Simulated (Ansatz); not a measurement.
Here is a crystal structure:

```yaml
crystal:
  lattice:
    - [3.17906, 0.00000, 0.00000]
    - [0.00000, 3.17906, 0.00000]
    - [0.00000, 0.00000, 3.17906]
  atoms:
    - { symbol: Ti, position: [0.00000, 0.00000, 0.00000] }
    - { symbol: Al, position: [0.48379, 0.53778, 0.44239] }
```

Say what kind of structure these coordinates give.

Answer. The solid is TiAl. Space group: P1, with no symmetry beyond the lattice. It is a distorted form of a primitive cubic structure, space group Pm-3m (No. 221) within 0.45 Å: caesium chloride (CsCl, B2) type. It has 2 atoms to the cell (1 Ti, 1 Al).

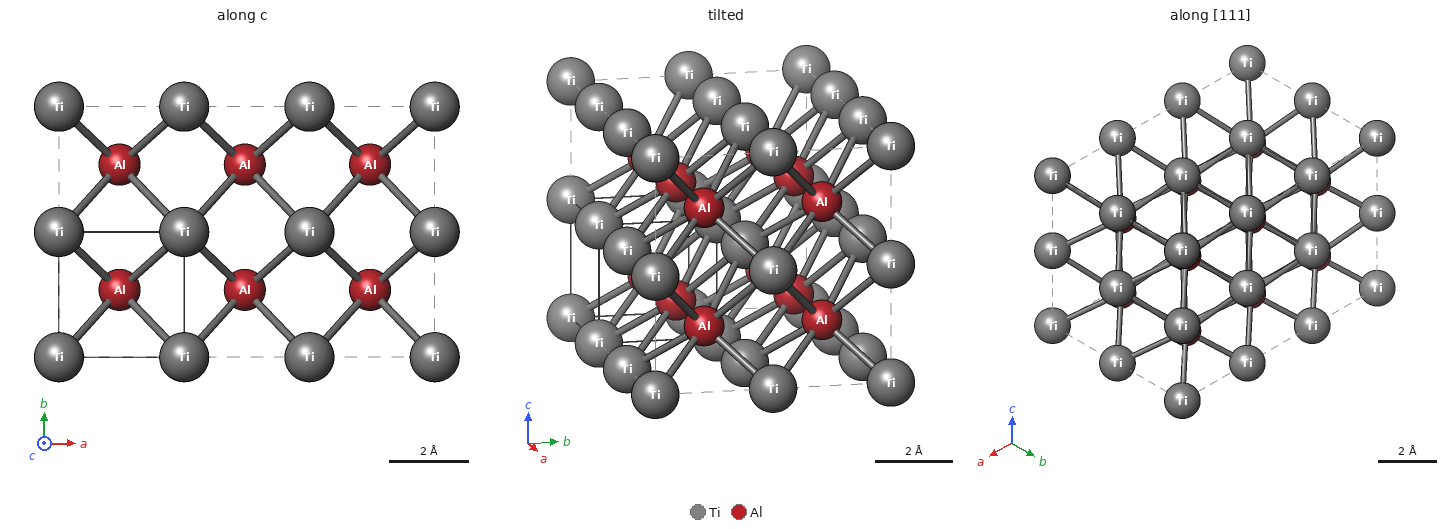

Crystal structure, ball-and-stick style, seen along the c axis, slightly off an axis and along [111]. One unit cell is drawn solid; the view covers 3×2×2 cells. Colours: titanium grey, aluminium red.

Provenance: a structure listed in the Materials Project. The cell was then strained or its atoms displaced on purpose. Ansatz was used for an electronic-structure calculation on it.

At this level of theory the cell isn't at rest (forces up to 1.2 eV/Å), so its distances can differ from those at equilibrium, the more so the softer the solid.
